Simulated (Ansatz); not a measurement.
## Electronic structure of Si6HC (slab) in real space

```xyz
8
Lattice="3.8417 0.0000 0.0000 0.0000 3.8417 0.0000 0.0000 0.0000 26.8913" Properties=species:S:1:pos:R:3 pbc="T T T"
Si    0.0000    1.9209    8.5001
Si    0.0000    0.0000    9.8583
Si    1.9209    0.0000   11.2166
Si    1.9209    1.9209   12.5717
Si    0.0000    1.9209   13.9375
Si    0.0000    0.0000   15.2482
C     0.0000    0.0000   16.9307
H     0.0000    0.0000   18.0145
```

Spin-polarised.

Level of theory: DFT PBEsol, scalar-relativistic, plane waves, PAW in Ansatz.

Core electrons are frozen (PAW), and the valence fields are smoothed inside the atomic spheres.

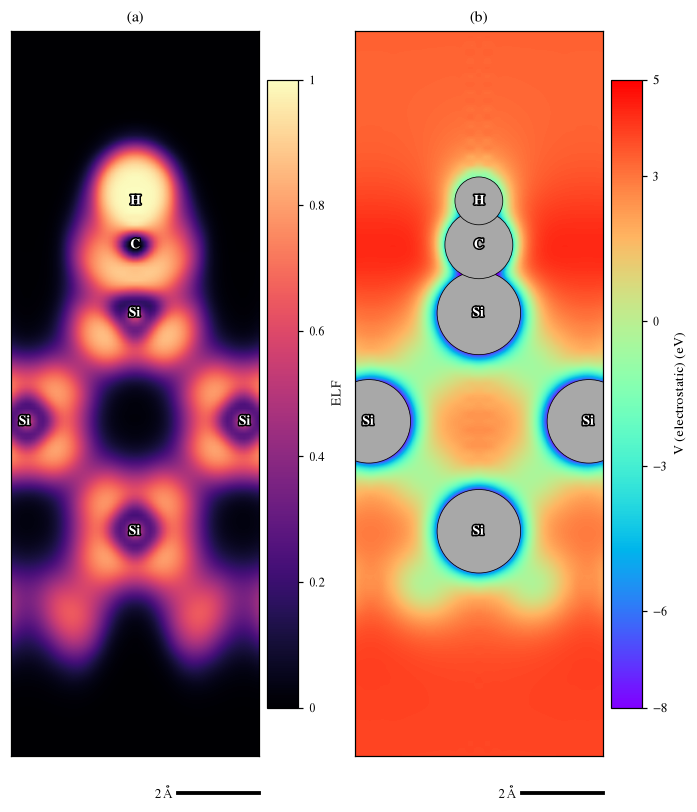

Figure 1. (a) ELF; (b) electrostatic potential (local pseudopotential plus Hartree) felt by an electron on the (110) plane of the calculation cell, a cut from vacuum to vacuum. Grey discs cover the atomic cores in the potential map.

Question: Interpret the plot.

Answer:
- The plane passes through Si, C and H nuclei.
- C–H (1.08 Å): the ELF climbs to about 1 towards the hydrogen, as it does in any bond to H (an ordinary covalent bond to hydrogen).
- Si–C (1.68 Å): the ELF peaks at about 0.90 between the atoms.

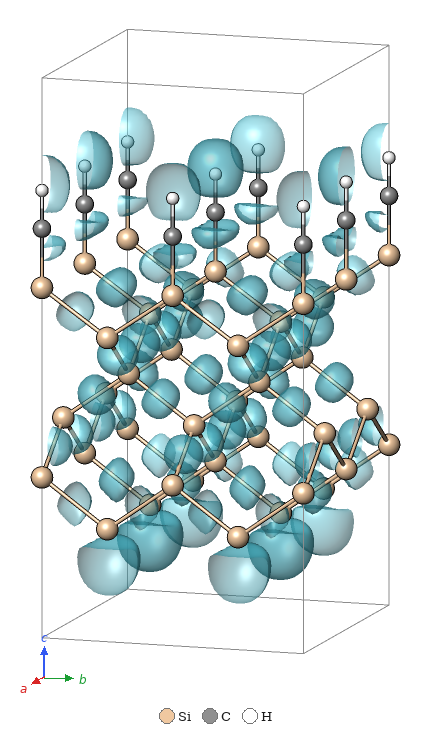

Figure 2. Isosurface of the electron localisation function at 0.85 (cyan), seen slightly off an axis. Only the valence region is drawn (cores and ρ < 0.01 e/Å³ removed). Sticks mark near contacts.

Question: Identify the bonds, lone pairs and shells in this picture.

Answer: The surface consists of one region between bonded C–Si atoms, ten regions between bonded Si–Si atoms, one region around a hydrogen nucleus and one lobe on Si, pointing away from the bonds (lone pairs), counted in one cell of 8 atoms. Counts are for one cell; the picture repeats the cell along the surface.

Question: Does the calculation make it a metal, or give it a gap?

Answer: It is gapless in this calculation (a metal or semimetal).
